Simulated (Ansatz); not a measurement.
## Electronic structure of CuNi4 in real space

```yaml
crystal:
  lattice:
    - [2.49593, 0.00000, 0.00000]
    - [-1.24797, 2.16154, 0.00000]
    - [0.00000, 0.00000, 20.59941]
  atoms:
    - { symbol: Cu, position: [0.66667, 0.33333, 0.75000] }
    - { symbol: Cu, position: [0.33333, 0.66667, 0.25000] }
    - { symbol: Ni, position: [0.66667, 0.33333, 0.14793] }
    - { symbol: Ni, position: [0.66667, 0.33333, 0.35207] }
    - { symbol: Ni, position: [0.66667, 0.33333, 0.54942] }
    - { symbol: Ni, position: [0.66667, 0.33333, 0.95058] }
    - { symbol: Ni, position: [0.33333, 0.66667, 0.04942] }
    - { symbol: Ni, position: [0.33333, 0.66667, 0.45058] }
    - { symbol: Ni, position: [0.33333, 0.66667, 0.64793] }
    - { symbol: Ni, position: [0.33333, 0.66667, 0.85207] }
```

Space group P6₃/mmc; a structure generated by program, which may or may not match a known phase; spin-polarised.

The calculation used DFT PBE, scalar-relativistic, plane waves, PAW in Ansatz 0.2.0.

In a PAW calculation such maps are meaningful between the atoms, not at the nuclei.

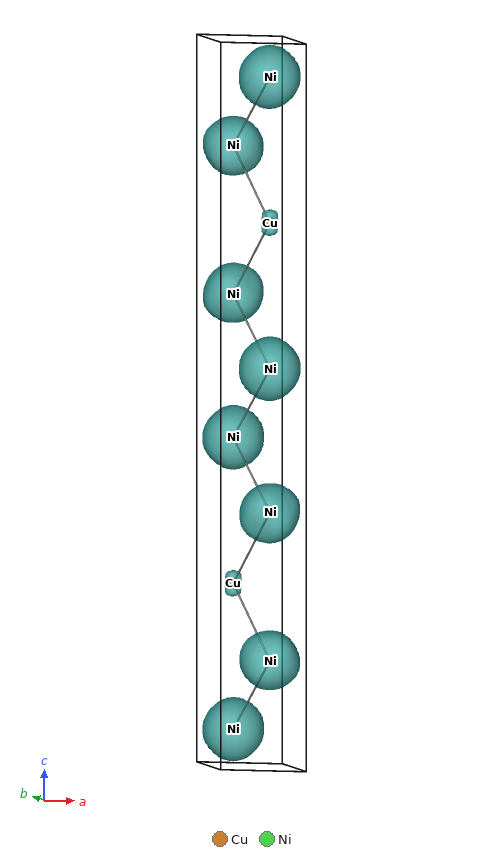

Figure 1. Isosurface of the spin density at +0.02 e/Å³ (teal), seen at an oblique angle. Sticks mark near contacts.

Where is the spin, and how is it ordered?

The spin density sits on Ni: +0.7 μB (×4) and +0.5 μB (×4) in one cell of 10 atoms: parallel main moments (a ferromagnetic arrangement) in this solution. The cell of the calculation (10 atoms) carries 4.5 μB of net spin moment.

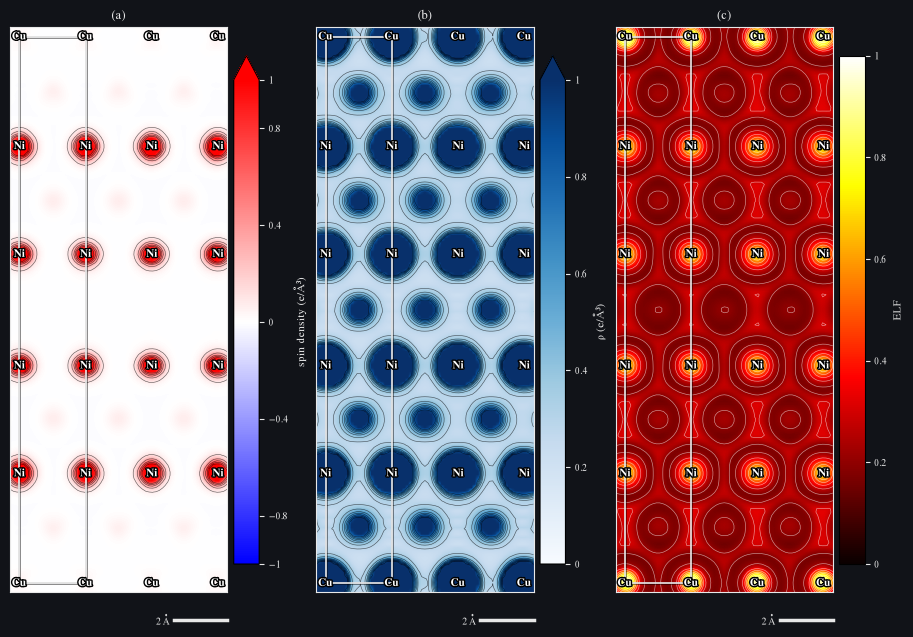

Figure 2. (a) spin density (up minus down); (b) valence electron density; (c) electron localisation function on the (100) plane of the conventional cell.

What does the map show?

- The section cuts through Cu and Ni sites.
- Atoms just off the plane (Cu, 0.7 Å away and Ni, 0.7 Å away) can leave unmarked features too.
- Ni–Ni (2.50 Å): ρ is about 0.33 e/Å³ halfway; the ELF is about 0.25 at the midpoint; no localised pair shows between them.
- Cu–Cu (2.50 Å): ρ is about 0.32 e/Å³ halfway; the ELF is about 0.20 at the midpoint (no localised pair shows between them).
- Between the atoms the lowest density in this plane is 0.21 e/Å³.
- The features right at Cu and Ni lie inside the PAW spheres, where the map follows smoothed inner orbitals and isn't to be read closely.

Does the calculation make it a metal, or give it a gap?

It is metallic or semimetallic at this level of theory: no gap opens.
